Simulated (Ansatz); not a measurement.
# Residual resistivity of an alloy: Ir(111) with 4 layers of random Ir-Mo, 2x2, part 2 of 2

How strongly does chemical disorder scatter in Ir(111) with 4 layers of random Ir-Mo, 2x2?

Ansatz 0.2.0; Ansatz plane-wave DFT, PBE, PAW files; ballistic transport by layer matching (Landauer), zero bias; PAW set soft_1.

So far. Step 2 (With 4 alloy layers): Over the solved energies the transmission per spin lies between 3.65 and 3.72, out of 5.98 channels of the lead on average (up to 6.26).

## Step 3: With 8 alloy layers

System of this step: Ir(111) with 8 layers of random Ir-Mo, 2x2. The cell holds 56 atoms: 52 Ir and 4 Mo. Its edges and angles: a = 5.430 Å, b = 5.430 Å, c = 31.073 Å, α = 87.5°, β = 92.5°, γ = 120.0°. It derives from Ir. Regions: lead, 24 atoms (24 Ir); scattering region, 32 atoms (28 Ir and 4 Mo). The structure is stacked along c, and the current runs across the ab planes.

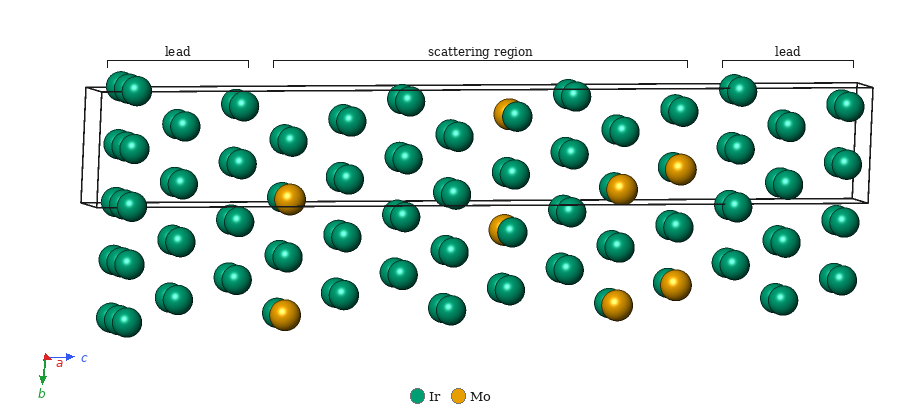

The cell of this step (iridium teal, molybdenum orange). 1×2×1 cells are drawn. Some periodic images of atoms are drawn too.

Contents of input.yaml:

```yaml
crystal:
  lattice:
    - [5.4297315514, 0.0, 0.0]
    - [-2.7148657757, 4.7022854592, 0.0]
    - [-1.3574328878, 0.7837142432, 31.0335007294]
  atoms:
    - { symbol: Ir, position: [0.005952381, 0.994047619, 0.0357142857] }
    - { symbol: Ir, position: [0.005952381, 0.494047619, 0.0357142857] }
    - { symbol: Ir, position: [0.505952381, 0.994047619, 0.0357142857] }
    - { symbol: Ir, position: [0.505952381, 0.494047619, 0.0357142857] }
    - { symbol: Ir, position: [0.1845238095, 0.3154761905, 0.1071428571] }
    - { symbol: Ir, position: [0.1845238095, 0.8154761905, 0.1071428571] }
    - { symbol: Ir, position: [0.6845238095, 0.3154761905, 0.1071428571] }
    - { symbol: Ir, position: [0.6845238095, 0.8154761905, 0.1071428571] }
    - { symbol: Ir, position: [0.3630952381, 0.1369047619, 0.1785714286] }
    - { symbol: Ir, position: [0.3630952381, 0.6369047619, 0.1785714286] }
    - { symbol: Ir, position: [0.8630952381, 0.1369047619, 0.1785714286] }
    - { symbol: Ir, position: [0.8630952381, 0.6369047619, 0.1785714286] }
    - { symbol: Ir, position: [0.0416666667, 0.9583333333, 0.25] }
    - { symbol: Ir, position: [0.0416666667, 0.4583333333, 0.25] }
    - { symbol: Mo, position: [0.5416666667, 0.9583333333, 0.25] }
    - { symbol: Ir, position: [0.5416666667, 0.4583333333, 0.25] }
    - { symbol: Ir, position: [0.2202380952, 0.2797619048, 0.3214285714] }
    - { symbol: Ir, position: [0.2202380952, 0.7797619048, 0.3214285714] }
    - { symbol: Ir, position: [0.7202380952, 0.2797619048, 0.3214285714] }
    - { symbol: Ir, position: [0.7202380952, 0.7797619048, 0.3214285714] }
    - { symbol: Ir, position: [0.3988095238, 0.1011904762, 0.3928571429] }
    - { symbol: Ir, position: [0.3988095238, 0.6011904762, 0.3928571429] }
    - { symbol: Ir, position: [0.8988095238, 0.1011904762, 0.3928571429] }
    - { symbol: Ir, position: [0.8988095238, 0.6011904762, 0.3928571429] }
    - { symbol: Ir, position: [0.0773809524, 0.9226190476, 0.4642857143] }
    - { symbol: Ir, position: [0.0773809524, 0.4226190476, 0.4642857143] }
    - { symbol: Ir, position: [0.5773809524, 0.9226190476, 0.4642857143] }
    - { symbol: Ir, position: [0.5773809524, 0.4226190476, 0.4642857143] }
    - { symbol: Mo, position: [0.255952381, 0.244047619, 0.5357142857] }
    - { symbol: Ir, position: [0.255952381, 0.744047619, 0.5357142857] }
    - { symbol: Ir, position: [0.755952381, 0.244047619, 0.5357142857] }
    - { symbol: Ir, position: [0.755952381, 0.744047619, 0.5357142857] }
    - { symbol: Ir, position: [0.4345238095, 0.0654761905, 0.6071428571] }
    - { symbol: Ir, position: [0.4345238095, 0.5654761905, 0.6071428571] }
    - { symbol: Ir, position: [0.9345238095, 0.0654761905, 0.6071428571] }
    - { symbol: Ir, position: [0.9345238095, 0.5654761905, 0.6071428571] }
    - { symbol: Ir, position: [0.1130952381, 0.8869047619, 0.6785714286] }
    - { symbol: Ir, position: [0.1130952381, 0.3869047619, 0.6785714286] }
    - { symbol: Mo, position: [0.6130952381, 0.8869047619, 0.6785714286] }
    - { symbol: Ir, position: [0.6130952381, 0.3869047619, 0.6785714286] }
    - { symbol: Ir, position: [0.2916666667, 0.2083333333, 0.75] }
    - { symbol: Ir, position: [0.2916666667, 0.7083333333, 0.75] }
    - { symbol: Ir, position: [0.7916666667, 0.2083333333, 0.75] }
    - { symbol: Mo, position: [0.7916666667, 0.7083333333, 0.75] }
    - { symbol: Ir, position: [0.4702380952, 0.0297619048, 0.8214285714] }
    - { symbol: Ir, position: [0.4702380952, 0.5297619048, 0.8214285714] }
    - { symbol: Ir, position: [0.9702380952, 0.0297619048, 0.8214285714] }
    - { symbol: Ir, position: [0.9702380952, 0.5297619048, 0.8214285714] }
    - { symbol: Ir, position: [0.1488095238, 0.8511904762, 0.8928571429] }
    - { symbol: Ir, position: [0.1488095238, 0.3511904762, 0.8928571429] }
    - { symbol: Ir, position: [0.6488095238, 0.8511904762, 0.8928571429] }
    - { symbol: Ir, position: [0.6488095238, 0.3511904762, 0.8928571429] }
    - { symbol: Ir, position: [0.3273809524, 0.1726190476, 0.9642857143] }
    - { symbol: Ir, position: [0.3273809524, 0.6726190476, 0.9642857143] }
    - { symbol: Ir, position: [0.8273809524, 0.1726190476, 0.9642857143] }
    - { symbol: Ir, position: [0.8273809524, 0.6726190476, 0.9642857143] }
kpoints:
  mp_grid: { grid: [5, 5, 1] }
hamiltonian:
  xc: pbe
  pseudopotentials: { kind: paw, azcp: { folder: soft_1 } }
scf:
  occupations: { method: fermi_dirac, width: 0.1 }
output:
  transmission:
    leads: [[0, 4]]
    kmesh: [10, 10]
    e_range: [-0.05, 0.05]
    de: 0.05
  write_potential: true
  write_density: true
  volumetric_format: npy
```

The run is started by

```
> ansatz run input.yaml --threads 4 --pin off --max-ram 15360MiB --backend cpu --events-out ev --progress --plain --runs-dir out
```

Numbers of over 12 decimals in the logs are rounded to 6 here.

The log of the run:

```text
[...]
Crystal: 56 atoms, lattice volume = 792.352 Å³
Basis set: ecut = 420 eV, 15385 PW (Γ)
Bands: 564, of which v1, the nominal top of the filled ones, is band 470 counted from 1 (469 counted from 0)
Symmetry: 2 space group operations
[...]
k-points: 9 of 25 (time reversal used)
[...]
SCF iter   1: F=—  HF=-640557.943933 eV  |F-HF|=—  |Δ(HF+E_count)|=         —  Δρ=7.60e-2  dr2=1.03e3  ethr=3.10e-3  ⟨swp⟩=5.0  Hψ=15252  notcnv=0  defer=88
[...]
SCF iter  11: F=-640543.859563 eV  HF=-640543.859563 eV  |F-HF|=1.47e-8  |Δ(HF+E_count)|=   5.94e-9  Δρ=3.62e-7  dr2=1.49e-8  ethr=1.06e-11  ⟨swp⟩=8.0  Hψ=11631  notcnv=0
SCF 1 converged in 11 iterations: F = -640543.859563 eV  dr2 = 1.49e-8
[...]
transmission: 175 of 1736 steps passed
transmission: 349 of 1736 steps passed
[...]
transmission: 1736 of 1736 steps passed
SCF converged after 11 iterations
Free energy (F): -640543.859563 eV
[...]
Internal energy: -640542.370718 eV  (E = F + TS)
E sigma→0 (E₀):  -640543.115141 eV
Entropy (-TS):   -1.488845 eV (-26.587 meV/atom)
Fermi energy:    25.649849 eV
[...]
--- Band table (eV; the first three rows and the last of 9) ---
  k-point 0: bands = [... 466 lower, 26.5404, 26.5417, 26.5493, 26.5509, 26.5681, 26.5867, 26.5915, 26.5993, ... 90 higher]
  k-point 1: bands = [... 466 lower, 25.9793, 26.0010, 26.0168, 26.0350, 26.0459, 26.0644, 26.0755, 26.1030, ... 90 higher]
  k-point 2: bands = [... 466 lower, 25.0555, 25.0904, 25.1228, 25.1578, 25.1970, 25.2778, 25.2929, 25.3295, ... 90 higher]
  k-point 8: bands = [... 466 lower, 25.0141, 25.0897, 25.0965, 25.1610, 25.2088, 25.2705, 25.2892, 25.4019, ... 90 higher]
--- Transmission ---
  basis      : 223 plane waves across, 56 finite elements along
  points     : 31, standing for a mesh of 10 x 10
[...]
channels       : 5.900000e0 a spin
[...]
junction   : crystal 0 to crystal 0, 0.70 to 29.51 Å
    transmission   : 3.133178e0 a spin
[...]
```

Elapsed: 9.8 min, on 4 threads of Arm Neoverse V1, shared host; peak memory 8.1 GiB.

Numbers from this step:

| Property | Result |
| --- | --- |
| free energy | -640543.8596 eV |
| energy at zero smearing | -640543.1151 eV |
| Fermi energy | 25.65 eV |
| transmission per spin nearest the Fermi level | 3.133 |
| open channels per spin nearest the Fermi level | 5.9 |
| step of the lead's potential | 51.7 meV |

Per spin. Table of transmission, zone mean by energy, zero at the Fermi level:

```tsv
energy (eV)	transmission, zone mean
-0.0500	3.24
0.0000	3.13
0.0500	3.14
```

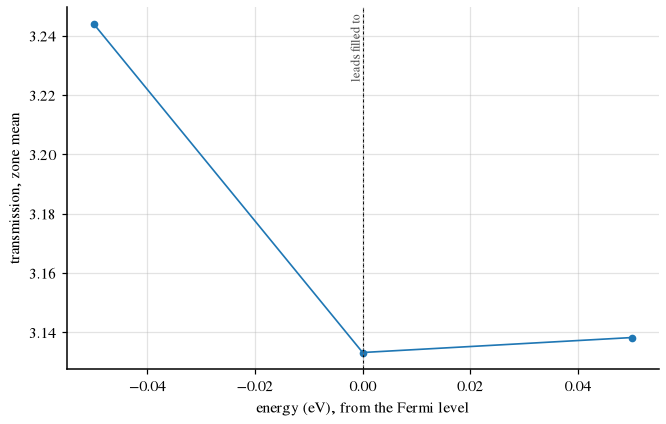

Transmission, zone mean against energy.

Over the solved energies the transmission per spin lies between 3.13 and 3.24, out of 6.01 channels of the lead on average (up to 6.26). The log calls the step of a lead's potential too much.

## Step 4: With 12 alloy layers

System of this step: Ir(111) with 12 layers of random Ir-Mo, 2x2. The cell holds 72 atoms: 66 Ir and 6 Mo. Cell: a = 5.430 Å, b = 5.430 Å, c = 39.900 Å, α = 90.0°, β = 90.0°, γ = 120.0°. It derives from Ir. Regions: lead, 24 atoms (24 Ir); scattering region, 48 atoms (42 Ir and 6 Mo). The structure is stacked along c, and the current runs across the ab planes.

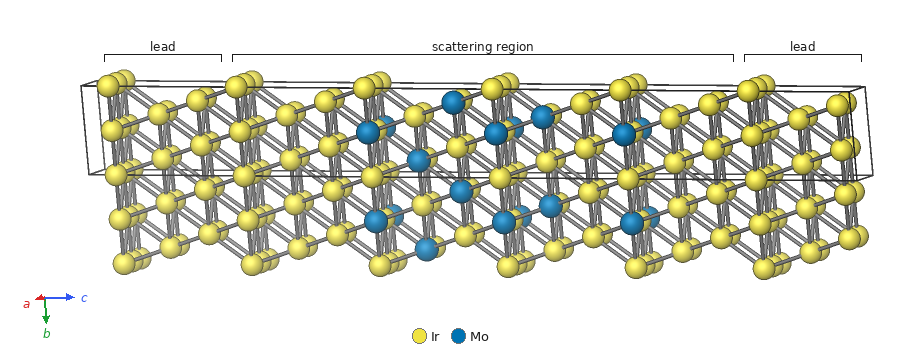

The cell of this step (iridium yellow, molybdenum blue). 1×2×1 cells are drawn. Some periodic images of atoms are drawn too.

Contents of input.yaml:

```yaml
crystal:
  lattice:
    - [5.4297315514, 0.0, 0.0]
    - [-2.7148657757, 4.7022854592, 0.0]
    - [0.0, 0.0, 39.9002152235]
  atoms:
    - { symbol: Ir, position: [0.0, 0.0, 0.0277777778] }
    - { symbol: Ir, position: [0.0, 0.5, 0.0277777778] }
    - { symbol: Ir, position: [0.5, 0.0, 0.0277777778] }
    - { symbol: Ir, position: [0.5, 0.5, 0.0277777778] }
    - { symbol: Ir, position: [0.1666666667, 0.3333333333, 0.0833333333] }
    - { symbol: Ir, position: [0.1666666667, 0.8333333333, 0.0833333333] }
    - { symbol: Ir, position: [0.6666666667, 0.3333333333, 0.0833333333] }
    - { symbol: Ir, position: [0.6666666667, 0.8333333333, 0.0833333333] }
    - { symbol: Ir, position: [0.3333333333, 0.1666666667, 0.1388888889] }
    - { symbol: Ir, position: [0.3333333333, 0.6666666667, 0.1388888889] }
    - { symbol: Ir, position: [0.8333333333, 0.1666666667, 0.1388888889] }
    - { symbol: Ir, position: [0.8333333333, 0.6666666667, 0.1388888889] }
    - { symbol: Ir, position: [0.0, 0.0, 0.1944444444] }
    - { symbol: Ir, position: [0.0, 0.5, 0.1944444444] }
    - { symbol: Ir, position: [0.5, 0.0, 0.1944444444] }
    - { symbol: Ir, position: [0.5, 0.5, 0.1944444444] }
    - { symbol: Ir, position: [0.1666666667, 0.3333333333, 0.25] }
    - { symbol: Ir, position: [0.1666666667, 0.8333333333, 0.25] }
    - { symbol: Ir, position: [0.6666666667, 0.3333333333, 0.25] }
    - { symbol: Ir, position: [0.6666666667, 0.8333333333, 0.25] }
    - { symbol: Ir, position: [0.3333333333, 0.1666666667, 0.3055555556] }
    - { symbol: Ir, position: [0.3333333333, 0.6666666667, 0.3055555556] }
    - { symbol: Ir, position: [0.8333333333, 0.1666666667, 0.3055555556] }
    - { symbol: Ir, position: [0.8333333333, 0.6666666667, 0.3055555556] }
    - { symbol: Ir, position: [0.0, 0.0, 0.3611111111] }
    - { symbol: Mo, position: [0.0, 0.5, 0.3611111111] }
    - { symbol: Ir, position: [0.5, 0.0, 0.3611111111] }
    - { symbol: Ir, position: [0.5, 0.5, 0.3611111111] }
    - { symbol: Ir, position: [0.1666666667, 0.3333333333, 0.4166666667] }
    - { symbol: Ir, position: [0.1666666667, 0.8333333333, 0.4166666667] }
    - { symbol: Ir, position: [0.6666666667, 0.3333333333, 0.4166666667] }
    - { symbol: Mo, position: [0.6666666667, 0.8333333333, 0.4166666667] }
    - { symbol: Ir, position: [0.3333333333, 0.1666666667, 0.4722222222] }
    - { symbol: Ir, position: [0.3333333333, 0.6666666667, 0.4722222222] }
    - { symbol: Mo, position: [0.8333333333, 0.1666666667, 0.4722222222] }
    - { symbol: Ir, position: [0.8333333333, 0.6666666667, 0.4722222222] }
    - { symbol: Ir, position: [0.0, 0.0, 0.5277777778] }
    - { symbol: Mo, position: [0.0, 0.5, 0.5277777778] }
    - { symbol: Ir, position: [0.5, 0.0, 0.5277777778] }
    - { symbol: Ir, position: [0.5, 0.5, 0.5277777778] }
    - { symbol: Ir, position: [0.1666666667, 0.3333333333, 0.5833333333] }
    - { symbol: Ir, position: [0.1666666667, 0.8333333333, 0.5833333333] }
    - { symbol: Mo, position: [0.6666666667, 0.3333333333, 0.5833333333] }
    - { symbol: Ir, position: [0.6666666667, 0.8333333333, 0.5833333333] }
    - { symbol: Ir, position: [0.3333333333, 0.1666666667, 0.6388888889] }
    - { symbol: Ir, position: [0.3333333333, 0.6666666667, 0.6388888889] }
    - { symbol: Ir, position: [0.8333333333, 0.1666666667, 0.6388888889] }
    - { symbol: Ir, position: [0.8333333333, 0.6666666667, 0.6388888889] }
    - { symbol: Ir, position: [0.0, 0.0, 0.6944444444] }
    - { symbol: Mo, position: [0.0, 0.5, 0.6944444444] }
    - { symbol: Ir, position: [0.5, 0.0, 0.6944444444] }
    - { symbol: Ir, position: [0.5, 0.5, 0.6944444444] }
    - { symbol: Ir, position: [0.1666666667, 0.3333333333, 0.75] }
    - { symbol: Ir, position: [0.1666666667, 0.8333333333, 0.75] }
    - { symbol: Ir, position: [0.6666666667, 0.3333333333, 0.75] }
    - { symbol: Ir, position: [0.6666666667, 0.8333333333, 0.75] }
    - { symbol: Ir, position: [0.3333333333, 0.1666666667, 0.8055555556] }
    - { symbol: Ir, position: [0.3333333333, 0.6666666667, 0.8055555556] }
    - { symbol: Ir, position: [0.8333333333, 0.1666666667, 0.8055555556] }
    - { symbol: Ir, position: [0.8333333333, 0.6666666667, 0.8055555556] }
    - { symbol: Ir, position: [0.0, 0.0, 0.8611111111] }
    - { symbol: Ir, position: [0.0, 0.5, 0.8611111111] }
    - { symbol: Ir, position: [0.5, 0.0, 0.8611111111] }
    - { symbol: Ir, position: [0.5, 0.5, 0.8611111111] }
    - { symbol: Ir, position: [0.1666666667, 0.3333333333, 0.9166666667] }
    - { symbol: Ir, position: [0.1666666667, 0.8333333333, 0.9166666667] }
    - { symbol: Ir, position: [0.6666666667, 0.3333333333, 0.9166666667] }
    - { symbol: Ir, position: [0.6666666667, 0.8333333333, 0.9166666667] }
    - { symbol: Ir, position: [0.3333333333, 0.1666666667, 0.9722222222] }
    - { symbol: Ir, position: [0.3333333333, 0.6666666667, 0.9722222222] }
    - { symbol: Ir, position: [0.8333333333, 0.1666666667, 0.9722222222] }
    - { symbol: Ir, position: [0.8333333333, 0.6666666667, 0.9722222222] }
kpoints:
  mp_grid: { grid: [5, 5, 1] }
hamiltonian:
  xc: pbe
  pseudopotentials: { kind: paw, azcp: { folder: soft_1 } }
scf:
  occupations: { method: fermi_dirac, width: 0.1 }
output:
  transmission:
    leads: [[0, 4]]
    kmesh: [10, 10]
    e_range: [-0.05, 0.05]
    de: 0.05
  write_potential: true
  write_density: true
  volumetric_format: npy
```

The log of the run:

```text
[...]
Crystal: 72 atoms, lattice volume = 1018.738 Å³
Basis set: ecut = 420 eV, 19879 PW (Γ)
Bands: 724, of which v1, the nominal top of the filled ones, is band 603 counted from 1 (602 counted from 0)
Symmetry: 1 space group operations
[...]
k-points: 13 of 25 (time reversal used)
[...]
SCF iter   1: F=—  HF=-817613.176334 eV  |F-HF|=—  |Δ(HF+E_count)|=         —  Δρ=1.05e-1  dr2=1.13e4  ethr=3.10e-3  ⟨swp⟩=5.0  Hψ=28626  notcnv=0  defer=238
[...]
SCF iter  11: F=-817573.016724 eV  HF=-817573.016724 eV  |F-HF|=1.77e-8  |Δ(HF+E_count)|=   1.46e-8  Δρ=4.85e-7  dr2=1.90e-8  ethr=8.29e-12  ⟨swp⟩=7.9  Hψ=24020  notcnv=0
SCF 1 converged in 11 iterations: F = -817573.016724 eV  dr2 = 1.90e-8
[...]
transmission: 376 of 3744 steps passed
transmission: 752 of 3744 steps passed
[...]
transmission: 3744 of 3744 steps passed
SCF converged after 11 iterations
Free energy (F): -817573.016724 eV
[...]
Internal energy: -817571.076713 eV  (E = F + TS)
E sigma→0 (E₀):  -817572.046719 eV
Entropy (-TS):   -1.940011 eV (-26.945 meV/atom)
Fermi energy:    25.608664 eV
[...]
--- Band table (eV; the first three rows and the last of 13) ---
  k-point 0: bands = [... 599 lower, 26.4535, 26.4939, 26.4947, 26.4948, 26.5107, 26.5150, 26.5150, 26.5384, ... 117 higher]
  k-point 1: bands = [... 599 lower, 25.9259, 25.9393, 25.9811, 25.9912, 25.9962, 26.0108, 26.0375, 26.0742, ... 117 higher]
  k-point 2: bands = [... 599 lower, 25.0467, 25.0975, 25.1153, 25.1495, 25.1688, 25.1935, 25.2631, 25.2859, ... 117 higher]
  k-point 12: bands = [... 599 lower, 25.4910, 25.5244, 25.5802, 25.6170, 25.6585, 25.6643, 25.6801, 25.6936, ... 117 higher]
--- Transmission ---
  basis      : 223 plane waves across, 72 finite elements along
  points     : 52, standing for a mesh of 10 x 10
[...]
channels       : 5.780000e0 a spin
[...]
junction   : crystal 0 to crystal 0, 1.52 to 39.20 Å
    transmission   : 2.498814e0 a spin
[...]
```

It took 25 min on 4 threads; peak memory 9 GiB; 1.6 h of CPU time.

Numbers from this step:

```
free energy                                    : -817573.0167 eV
energy at zero smearing                        : -817572.0467 eV
Fermi energy                                   : 25.61 eV
transmission per spin nearest the Fermi level  : 2.499
open channels per spin nearest the Fermi level : 5.78
step of the lead's potential                   : 4.2 meV
```

Per spin. The transmission, zone mean by energy, zero at the Fermi level:

```tsv
energy (eV)	transmission, zone mean
-0.0500	2.54
0.0000	2.50
0.0500	2.48
```

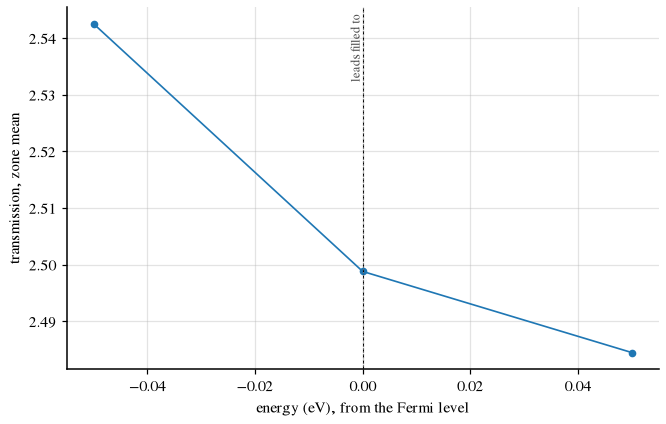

Transmission, zone mean, plotted against energy.

Over the solved energies the transmission per spin lies between 2.48 and 2.54, out of 5.94 channels of the lead on average (up to 6.14).

## Step 5: Resistance against length

This step: Ansatz plane-wave DFT, PBE, PAW files; ballistic transport by layer matching (Landauer), zero bias; residual resistivity from the slope of the area resistance, atoms on the host's lattice; PAW set soft_1 (Ansatz 0.2.0).

Numbers from this step:

```yaml
resistivity: 23.44 µΩ cm
intercept: 0.1151 fΩ m²
scatter_about_the_fit: 0.02859 fΩ m²
```

Resistance, by row:

```tsv
run	length (Å)	T	channels N	RA (fΩ m²)
n4	8.867	3.685	5.98	0.3431
n8	17.73	3.172	6.007	0.4903
n12	26.6	2.509	5.94	0.7588
```

Area resistance against length of the alloy:

```tsv
length of the alloy (Å)	area resistance (fΩ m²)
8.87	0.343
17.73	0.490
26.60	0.759
```

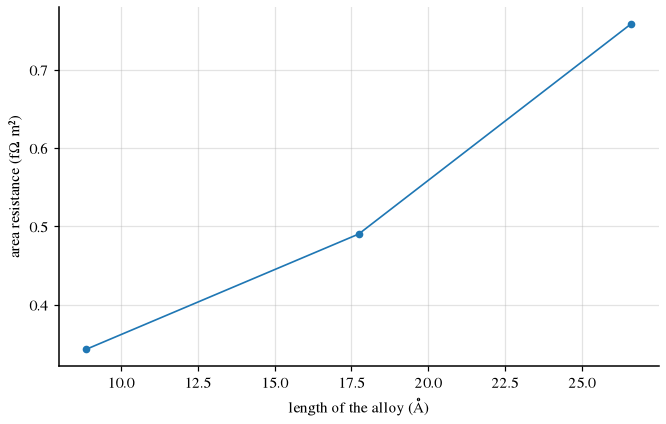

Area resistance against length of the alloy.

The area resistance goes from 0.34 to 0.76 fΩ m² between 8.9 and 26.6 Å, a slope of 23 µΩ cm.

By hand from the end points: (0.7588 − 0.3431) fΩ m² / (26.60 − 8.87) Å = 23 µΩ cm, since 1 fΩ m² per Å is 1000 µΩ cm.

## Step 6: Summary of results

* resistivity from the slope: 23.4 µΩ cm
* area resistance over 8.87 Å: 0.343 fΩ m²
* area resistance over 17.7 Å: 0.490 fΩ m²
* area resistance over 26.6 Å: 0.759 fΩ m²

The slope gives 23 µΩ cm. The points scatter by 0.029 fΩ m² about the line, with one random draw a length in a 2x2 cell, so the slope is a rough value. The lead's own channel count moves between the runs (5.98, 6.01 and 5.94), which shifts RA and the slope too. Read with a model of isotropic scattering on a spherical Fermi surface and the lead's 1.8×10¹⁵ S/m², this slope means a mean free path near 18 Å; over these lengths the model's slope is within 3 % of its bulk resistivity. The draw over the shortest length came out nearly ordered, with 8 symmetry operations, so that point is a poor sample of a random alloy. The atoms sit on the host's lattice, so scattering by size misfit is left out. Spin-orbit coupling is left out, which matters for Ir. A lead's potential steps by up to 52 meV from period to period, which the log calls too much, so longer leads could move the result.

[Logs are printed without paths, hosts, clocks, repeated set-up lines and the standing remarks that a program may print on its own settings, such as how far it seeks lower states.]

[Hosts, paths, dates, database ids (printed as entryN), source tags and the programs' standing remarks are cut or masked in the printed files.]
